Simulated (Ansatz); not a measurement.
Band-structure calculation, with input and output: ZnO

ZnO (P6₃mc, 4 atoms in the cell), computed with DFT r2SCAN, scalar-relativistic, plane waves, PAW, no spin polarisation (Ansatz 0.2.0).

The structure derives from an entry of the Crystallography Open Database. Figures and captions count atoms from 1; the log counts them from 0 in places.

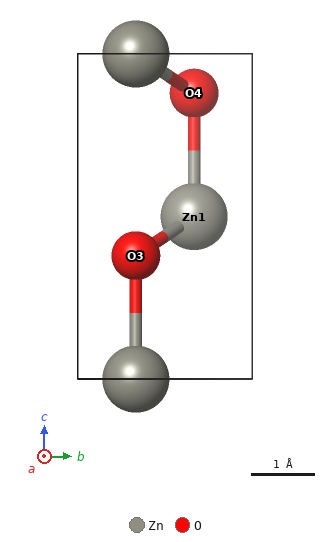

**Figure 1.** The structure as given in the input (ball-and-stick view of the cell of the calculation, along the a axis; atoms are numbered from 1 in the order of the input). Near neighbours in the crystal (not all of them lie inside the picture): Zn has 4 O at 1.97 to 1.98 Å; O has 4 Zn at 1.97 to 1.98 Å.

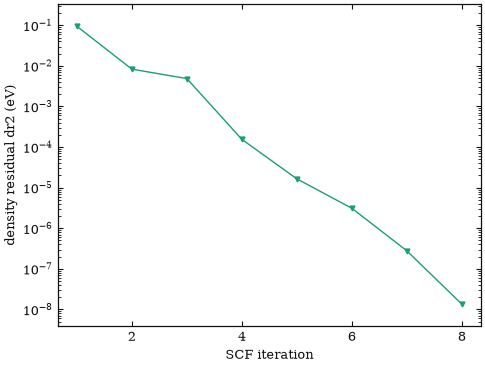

**Figure 2.** Convergence of the self-consistent field: density residual dr2 against the SCF iteration. The residual falls at every step.

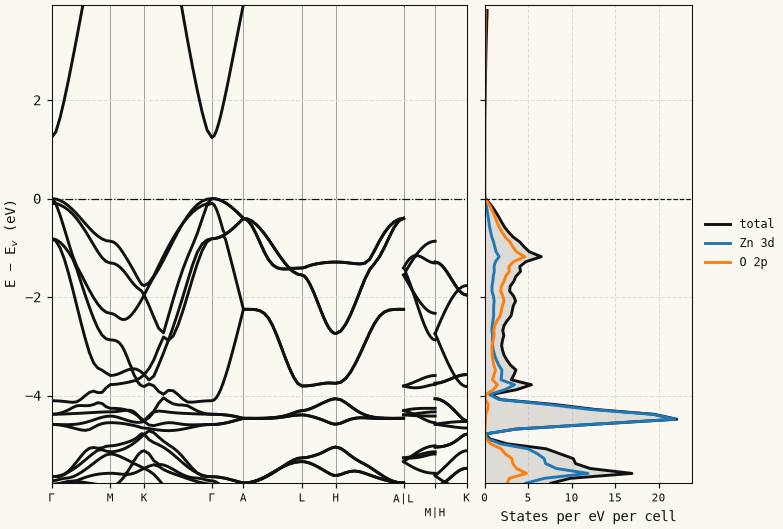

**Figure 3.** Band structure along Γ–M–K–Γ–A–L–H–A|L–M|H–K and density of states (projected on Löwdin-orthogonalised atomic shells), with energies from the valence-band top. There is a gap of 1.24 eV on this path, direct, at Γ.

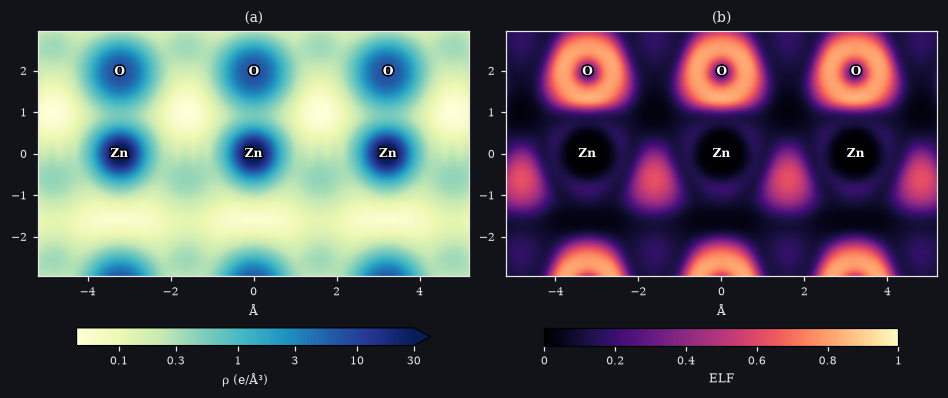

**Figure 4.** (a) valence electron density; (b) ELF on the (100) plane of the conventional cell. Atoms in the plane: Zn and O. Zn–O (1.98 Å): ρ at the midpoint is about 0.6 e/Å³; the ELF is about 0.25 at the midpoint. Away from the nuclei the density in this plane falls to 0.04 e/Å³ at its lowest. In a PAW calculation such maps are meaningful between the atoms, not at the nuclei.

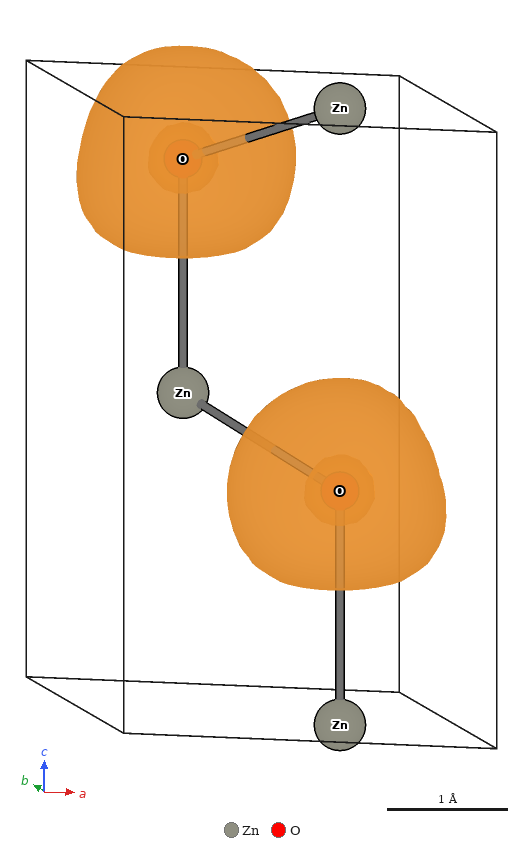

**Figure 5.** Isosurface of the ELF at 0.6 (orange), seen slightly off an axis. Only the valence region is drawn (cores and ρ < 0.01 e/Å³ removed). Sticks mark near contacts. The outline is the cell set on symmetry axes. Values along the shortest contacts: Zn–O (1.97 Å): the ELF is about 0.25 at the midpoint.

The input and output of the run follow.

**The input**
```yaml
crystal:
  lattice:
    - [3.2352047606, 0.0, 0.0]
    - [-1.6176023803, 2.8017695091, 0.0]
    - [0.0, 0.0, 5.2113589508]
  atoms:
    - { symbol: Zn, position: [0.3333333333, 0.6666666667, 0.4996911392] }
    - { symbol: Zn, position: [0.6666666667, 0.3333333333, -0.0003088608] }
    - { symbol: O, position: [0.6666666667, 0.3333333333, 0.3793188608] }
    - { symbol: O, position: [0.3333333333, 0.6666666667, 0.8793188608] }
basis:
  ecutwfc: 500
kpoints:
  mp_grid: { grid: [9, 9, 6] }
  band_path:
    path:
      - [[0.0, 0.0, 0.0], [0.5, 0.0, 0.0], [0.33333333, 0.33333333, 0.0], [0.0, 0.0, 0.0], [0.0, 0.0, 0.5], [0.5, 0.0, 0.5], [0.33333333, 0.33333333, 0.5], [0.0, 0.0, 0.5]]
      - [[0.5, 0.0, 0.5], [0.5, 0.0, 0.0]]
      - [[0.33333333, 0.33333333, 0.5], [0.33333333, 0.33333333, 0.0]]
    npoints: 14
hamiltonian:
  xc: r2scan
scf:
  occupations: { method: gaussian, width: 0.02 }
  n_extra_bands: 10
output:
  forces: true
  stress: true
  eigenvalues: true
  populations: true
  dos: { projected: true, de: 0.02, nscf_kmesh: { grid: [14, 14, 9] } }
  bader: true
  write_density: true
  write_potential: true
  elf: true
  volumetric_format: npy
```

Launch command:
```bash
ansatz run input.yaml --threads 2 --pin off --max-ram 5120MiB --backend cpu --events-out ev --progress --plain --runs-dir out
```

**Log**
```
scf.n_extra_bands = 10 over 18 filled bands (N_el = 36.0): the run solves 28 bands
Engine: ansatz 0.2.0, x86_64-unknown-linux-gnu
Pseudopotentials: kind: paw
Pseudopotential: Zn, paw, valence charge 12, recommended cutoff 500 eV (meta_gga), Zn.paw.azcp
Pseudopotential: O, paw, valence charge 6, recommended cutoff 500 eV (meta_gga), O.paw.azcp
Functional definition: r2SCAN
  parameter k0 = 0.174
  parameter k1 = 0.065
  parameter a1 = 4.9479
  exchange = r2scan_x(k0 = k0, k1 = k1, a1 = a1)
  correlation = r2scan_c
Crystal: 4 atoms, lattice volume = 47.237 Å³
Basis set: ecut = 500 eV, 1165 PW (Γ), exchange–correlation on 96×96×160 points (64 copies of the dense FFT grid, shifted against one another)
Bands: 28, of which v1, the nominal top of the filled ones, is band 18 counted from 1 (17 counted from 0)
Symmetry: 12 space group operations
Space group: P63mc (ITA 186), of the structure as read, at distance tolerance 3.6e-5 Å
k-points: 48 of 486 (time reversal used)
Non-local potential: Zn, projectors of the file, l = 0: 2, l = 1: 2, l = 2: 3, l = 3: 1
Non-local potential: O, projectors of the file, l = 0: 2, l = 1: 2, l = 2: 1
PAW form: soft (Blöchl's): semilocal exchange-correlation on the pseudo side does not see the compensation charge
PAW frozen core: Zn, regenerated for the run's functional (the file was generated under x = pbe(κ = 0.804, μ = 0.2195149727645171), c = pbe(β = 0.06672455060314922))
PAW frozen core: O, regenerated for the run's functional (the file was generated under x = pbe(κ = 0.804, μ = 0.2195149727645171), c = pbe(β = 0.06672455060314922))
PAW one-centre angular grid: Zn, 590 points (default); XC on 261 of its mesh's 2673 points in the sphere
PAW one-centre angular grid: O, 302 points (default); XC on 160 Gauss nodes
Initial density: superposition of atomic densities (neutral atoms: chi_scale 0, normalization atom), corrected by the library's trained network
Initial wavefunctions: pseudopotential atomic-orbital guess
Functional: x = r2scan, c = r2scan; τ floored in thin density (d = 2e-4 eV/Å³)
SCF iter   1: F=—  HF=-7789.832173 eV  |F-HF|=—  |Δ(HF+E_count)|=         —  Δρ=2.03e-2  dr2=9.47e-2  dr2_τ=1.00e-1  ethr=1.77e-3  ⟨swp⟩=6.0  Hψ=6346  notcnv=0  defer=3
preconditioner: auto → Resta (q_TF=auto, 2.608 Å⁻¹)  ε∞=4.3  [insulator: Δε(μ)=1.381 eV  Ē_g=17.886 eV  σ=0.020 eV  W_gap=1.00  n_scr=22 (ndim 8)  ℏωp=32.4 eV  f_vac=0.033  D(μ)=0.00/eV (n_scr^D=0)  ε∞_Penn≈4.3]
SCF iter   2: F=—  HF=-7789.856388 eV  |F-HF|=—  |Δ(HF+E_count)|=   2.42e-2  Δρ=4.65e-3  dr2=8.31e-3  dr2_τ=6.71e-4  ethr=2.63e-4  ⟨swp⟩=2.5  Hψ=2912  notcnv=0  defer=113
SCF iter   3: F=—  HF=-7789.853800 eV  |F-HF|=—  |Δ(HF+E_count)|=   2.59e-3  Δρ=4.65e-3  dr2=4.87e-3  dr2_τ=2.14e-4  ethr=2.31e-5  ⟨swp⟩=2.0  Hψ=2366  notcnv=0  defer=113
SCF iter   4: F=—  HF=-7789.852827 eV  |F-HF|=—  |Δ(HF+E_count)|=   9.73e-4  Δρ=5.98e-4  dr2=1.55e-4  dr2_τ=3.14e-5  ethr=1.35e-5  ⟨swp⟩=2.7  Hψ=1940  notcnv=0  defer=113
SCF iter   5: F=—  HF=-7789.852843 eV  |F-HF|=—  |Δ(HF+E_count)|=   1.59e-5  Δρ=2.69e-4  dr2=1.65e-5  dr2_τ=1.99e-6  ethr=4.31e-7  ⟨swp⟩=2.1  Hψ=2121  notcnv=0  defer=113
SCF iter   6: F=—  HF=-7789.852866 eV  |F-HF|=—  |Δ(HF+E_count)|=   2.29e-5  Δρ=7.03e-5  dr2=3.11e-6  dr2_τ=1.02e-7  ethr=4.58e-8  ⟨swp⟩=2.0  Hψ=1999  notcnv=0  defer=113
SCF iter   7: F=—  HF=-7789.852865 eV  |F-HF|=—  |Δ(HF+E_count)|=   4.09e-7  Δρ=2.69e-5  dr2=2.78e-7  dr2_τ=3.00e-8  ethr=8.63e-9  ⟨swp⟩=2.1  Hψ=2038  notcnv=0  defer=113
SCF iter   8: F=-7789.852865 eV  HF=-7789.852865 eV  |F-HF|=7.47e-9  |Δ(HF+E_count)|=   3.77e-8  Δρ=6.07e-6  dr2=1.35e-8  dr2_τ=4.83e-10  ethr=2.78e-10  ⟨swp⟩=11.4  Hψ=8413  notcnv=0
SCF 1 converged in 8 iterations: F = -7789.852865 eV  dr2 = 1.35e-8
  greatest PAW one-centre occupation: 0.987 electrons in one spin orbital (limit 2), on the Zn atom at site 0 (counted from 0), in its partial waves of l = 2
NSCF: frozen V_eff on 129 k-points
NSCF: frozen V_eff on 120 k-points
SCF converged after 8 iterations
Free energy (F): -7789.852865 eV
Harris-Foulkes:  -7789.852865 eV  (|F-HF|=7.47e-9)
Internal energy: -7789.852865 eV  (E = F + TS)
E sigma→0 (E₀):  -7789.852865 eV
Fermi energy:    7.588208 eV
--- Per-component energies (eV) ---
  E_band       = 49.661949
  E_kinetic    = 612.815805
  E_local      = -4005.914153  (includes V_loc(G=0)·N_el)
  E_nonlocal   = 1342.600787
  E_hartree    = 1653.177747
  E_xc         = -392.762527
  E_vxc        = -315.764924  (∫ρ·V_xc dr)
  E_paw        = -4029.069849  (= ΣΔE_a)
  E_vpaw       = -909.580682  (= ΣTr[D̂ρ^β])
  E_aug_tail   = 0.001863  (compensation charges beyond the density's cutoff)
  E_vtau       = 19.147034  (kinetic-family band-sum trace: ∫τ·v_τ [+ j·A + Jᵃ·Aᵃ] dr)
  E_ewald      = -2970.273419
  E_core_change = -0.429119  (= ΣΔE_core)
  E_smearing   = -0.000000  (= −TS)
  E_closure    = -0.000000  (closes the sum)
  Σ components = -7789.852865   (vs F -7789.852865, Δ=0.00e0)
--- Forces (eV/Å), atoms counted from 1 ---
  atom   1  Zn     0.00000000    -0.00000000    -0.00000279
  atom   2  Zn    -0.00000000     0.00000000    -0.00000279
  atom   3  O     -0.00000000    -0.00000000     0.00013652
  atom   4  O      0.00000000     0.00000000     0.00013652
  max |Σ_I F_I| component: 2.67e-4 eV/Å
--- Stress (GPa, compression-positive) ---
       -0.000533       0.000000       0.000000
        0.000000      -0.000533       0.000000
        0.000000       0.000000       0.003478
  P = ⅓ Tr σ = 0.0008 GPa (0.008 kbar)
--- Band table (eV; the first three rows and the last of 48) ---
  k-point 0: bands = ["-12.1577", "-11.4584", "1.1138", "1.1138", "1.1695", "1.2385", "1.3207", "1.3207", "2.3810", "2.3810", "2.5890", "2.5890", "2.8638", "6.1539", "6.1539", "6.8734", "6.9693", "6.9693", "8.2069", "12.8574", "15.8010", "20.7381", "20.7381", "21.9073", "22.1083", "22.1083", "24.1802", "26.0082"]
  k-point 1: bands = ["-12.1131", "-11.5077", "1.1186", "1.1210", "1.1217", "1.1217", "1.3001", "1.3001", "2.3999", "2.3999", "2.5808", "2.5808", "3.1814", "6.2098", "6.2098", "6.3727", "6.9161", "6.9161", "8.7993", "12.5844", "16.0442", "20.7390", "20.7390", "20.9330", "21.8857", "21.8857", "24.5518", "26.3212"]
  k-point 2: bands = ["-11.9896", "-11.6402", "0.9634", "1.0129", "1.1474", "1.1474", "1.2495", "1.2495", "2.4482", "2.4482", "2.5535", "2.5535", "3.8884", "5.5632", "6.3616", "6.3616", "6.7697", "6.7697", "9.8313", "11.8756", "16.7257", "19.2801", "20.8034", "20.8034", "21.4289", "21.4289", "25.1625", "26.8033"]
  k-point 47: bands = ["-11.3245", "-11.3245", "1.1380", "1.1380", "1.3439", "1.3439", "1.9232", "1.9232", "2.3872", "2.3872", "2.9042", "2.9042", "3.2178", "3.2178", "4.2277", "4.2277", "5.6795", "5.6795", "15.4971", "15.4971", "15.7011", "15.7011", "16.6076", "16.6076", "23.3378", "23.3378", "24.0257", "24.0257"]
--- Löwdin populations: 4 sites ---
  site symbol       q [e]
     0     Zn     10.5404
     1     Zn     10.5404
     2      O      7.2923
     3      O      7.2923
  spilling = 0.009297 (of n_electrons = 36.000000)
--- Bader charges: 4 sites ---
  site symbol  charge [e]  shift [e]
     0     Zn      1.2843     0.0124
     1     Zn      1.2843     0.0124
     2      O     -1.2843     0.0124
     3      O     -1.2843     0.0124
  estimated error of the sums over rays = 3.2e-4 e
```

**File bader_charges.tsv**
```
# site	symbol	x_ang	y_ang	z_ang	partial_charge_e	electrons	volume_ang3	relative_density_drop	shared_charge_e	partial_wave_shift_e
# quadrature_error_electrons = 3.2e-4
0	Zn	0.0000	1.8678	2.6041	1.28431	28.71569	10.51	-	1.28431	0.01245
1	Zn	1.6176	0.9339	-0.0016	1.28432	28.71568	10.51	-	1.28432	0.01245
2	O	1.6176	0.9339	1.9768	-1.28430	9.28430	13.10	-	-1.28430	0.01245
3	O	0.0000	1.8678	4.5824	-1.28433	9.28433	13.10	-	-1.28433	0.01245
```

**File populations.tsv**
```
# site	symbol	l	j	q
# orbitals = lowdin
# n_electrons = 36.000000
# spilling = 0.009297
0	Zn	0_4S	-	0.562900
0	Zn	2_3D	-	9.977495
1	Zn	0_4S	-	0.562900
1	Zn	2_3D	-	9.977495
2	O	0_2S	-	1.871889
2	O	1_2P	-	5.420370
3	O	0_2S	-	1.871889
3	O	1_2P	-	5.420370
```

**Results in brief**

| quantity | value |
| --- | --- |
| outcome | converged |
| space group (tolerance 0.01 Å) | P6₃mc (186) |
| electrons treated | 36 |
| free energy | −7789.8529 eV |
| Fermi energy | 7.588 eV |
| gap on the k-point mesh | 1.24 eV |
| gap on the band path | 1.24 eV |
| pressure | 0.00 GPa |
| largest force (length of the vector) | under 0.001 eV/Å |
| hardware | 2 threads of Intel Xeon (Sapphire Rapids), 192 GiB of memory available, shared host |
| wall time | 51 s (CPU time 1.7 min) |
| peak memory | 0.52 GiB |
